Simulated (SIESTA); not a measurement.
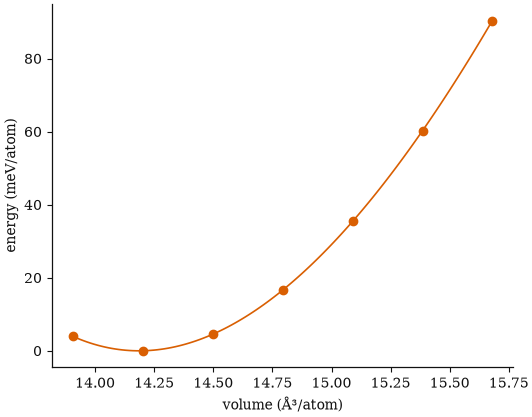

The plot gives the computed energy against volume for HfN, space group F-43m (No. 216).

Starting cell:
```xyz
2
Lattice="0.0000 2.4548 2.4548 2.4548 0.0000 2.4548 2.4548 2.4548 0.0000" Properties=species:S:1:pos:R:3 pbc="T T T"
Hf    0.0000    0.0000    0.0000
N     1.2274    1.2274    1.2274
```

How it was computed, with SIESTA 5.4.2: DFT in numerical atomic orbitals with pseudopotentials, no spin polarisation; energies at scaled volumes of the given cell, shape and fractions fixed, counted from the fit's minimum, third-order Birch-Murnaghan fit. Level: LDA.

- k mesh: 9×9×9
- occupations: Fermi–Dirac
- smearing width: 0.05 eV
- potentials: PseudoDojo 0.4 standard, converted to PSML, two zetas on semicore shells
- program settings: basis DZP, mesh cutoff 800 Ry

From this curve and the settings, what does the calculation give for the pressure at the same points?

The pressure falls from 4.55 GPa at volume 13.91 Å³/atom to −17.70 GPa at 15.68 Å³/atom, and changes sign near 14.19 Å³/atom.

```
volume (Å³/atom)  pressure (GPa)
           13.91            4.55
           14.20           -0.18
           14.50           -4.54
           14.79           -8.42
           15.09          -11.88
           15.38          -14.92
           15.68          -17.70
```

Limits of the calculation: mulliken charges of long orbitals; short basis over semicore shells.
